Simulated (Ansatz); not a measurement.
**HfS4: density, localisation and related maps**

Input

```
crystal:
  lattice:
    - [4.9297381845, 0.0, 0.0]
    - [0.0, 4.9297381845, 0.0]
    - [0.0, 0.0, 4.9297381845]
  atoms:
    - { symbol: Hf, position: [0.0, 0.0, 0.0] }
    - { symbol: S, position: [0.5, 0.0, 0.0] }
    - { symbol: S, position: [0.0, 0.5, 0.0] }
    - { symbol: S, position: [0.0, 0.0, 0.5] }
    - { symbol: S, position: [0.5, 0.5, 0.5] }
basis:
  ecutwfc: 420
kpoints:
  mp_grid: { grid: [8, 8, 8] }
hamiltonian:
  xc: pbe
scf:
  occupations: { method: gaussian, width: 0.1 }
output:
  forces: true
  stress: true
  eigenvalues: true
  write_density: true
  write_potential: true
  elf: true
  volumetric_format: npy
relax:
  adjacent_minimum: "off"
  f_tol: 0.01
  max_steps: 80
  cell: { stress_tol: 0.05 }
```

Command:

```sh
ansatz run input.yaml --threads 1 --pin off --max-ram 2560MiB --backend cpu --events-out ev --progress --plain --runs-dir out
```

Below, planes, directions and counts refer to the conventional cell (a = 4.92 Å, b = 4.92 Å, c = 4.92 Å, α = 90.00°, β = 90.00°, γ = 90.00°).

The fields are those of the run's last geometry, not of the input's.

Space group Pm-3m; a structure generated by program, which may or may not match a known phase.

Theory: DFT PBE, scalar-relativistic, plane waves, PAW (Ansatz 0.2.0).

Core electrons are frozen (PAW), and the valence fields are smoothed inside the atomic spheres.

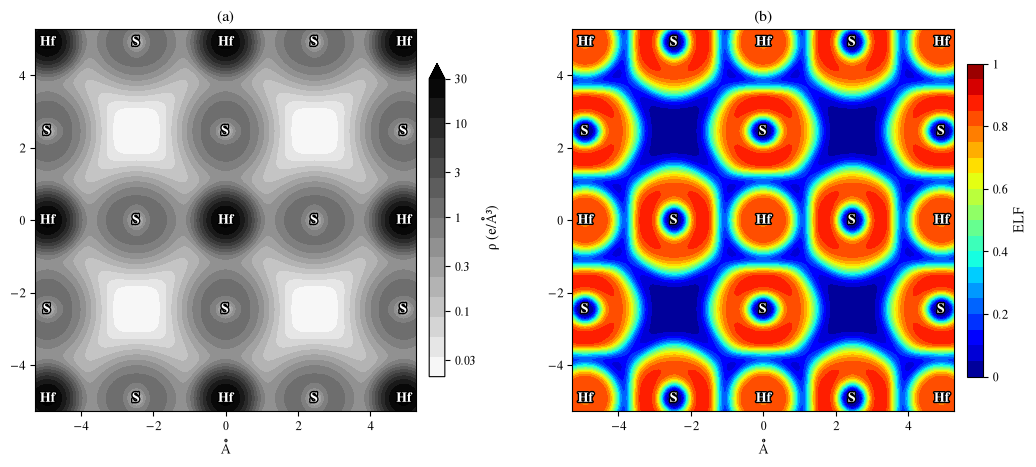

Figure 1. (a) valence electron density; (b) electron localisation function on the (100) plane of the conventional cell.

> Describe what can be read from this map.

The section cuts through Hf and S sites.
Hf–S (2.46 Å): the density is about 0.51 e/Å³ at the midpoint; the ELF peaks at about 0.90 in the valence shell of S, 0.9 Å from its nucleus, and is about 0.35 at the midpoint.
Between the atoms the lowest density in this plane is 0.01 e/Å³.
The features right at Hf lie inside the PAW spheres, where the map follows smoothed inner orbitals and isn't to be read closely.

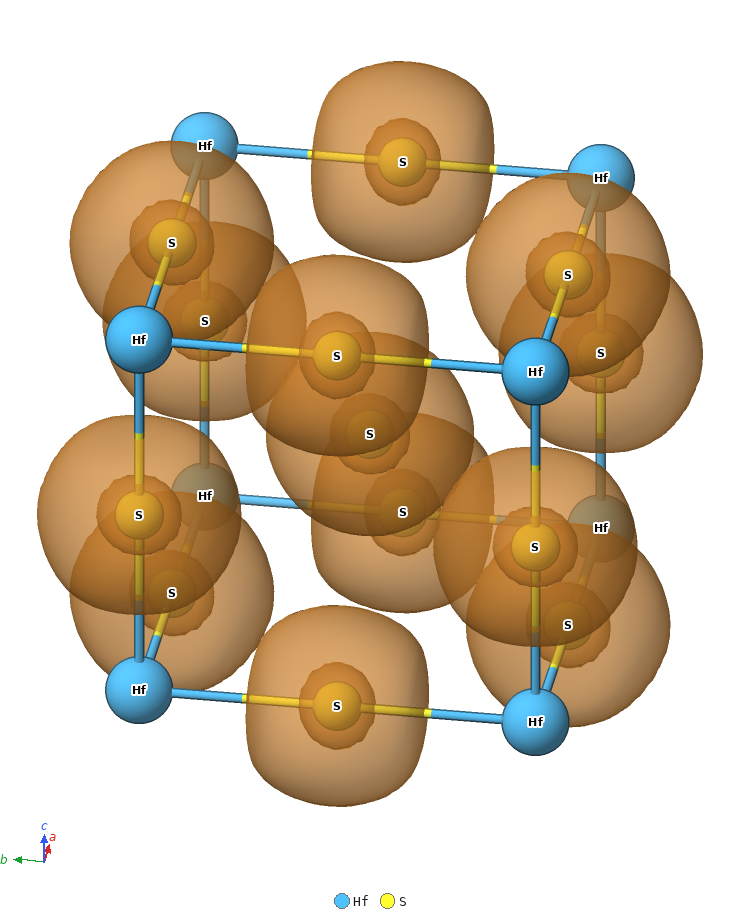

Figure 2. Isosurface of the electron localisation function at 0.65 (orange), seen at an oblique angle. Core shells and regions of very low density are left out. Sticks mark near contacts.

> What do the ELF domains correspond to?

The ELF exceeds this value in four regions wrapped around S (the valence shell of each), counted in one cell of 5 atoms. Regions shared between cells count once.

> Does the calculation make it a metal, or give it a gap?

It is metallic or semimetallic at this level of theory: no gap opens.
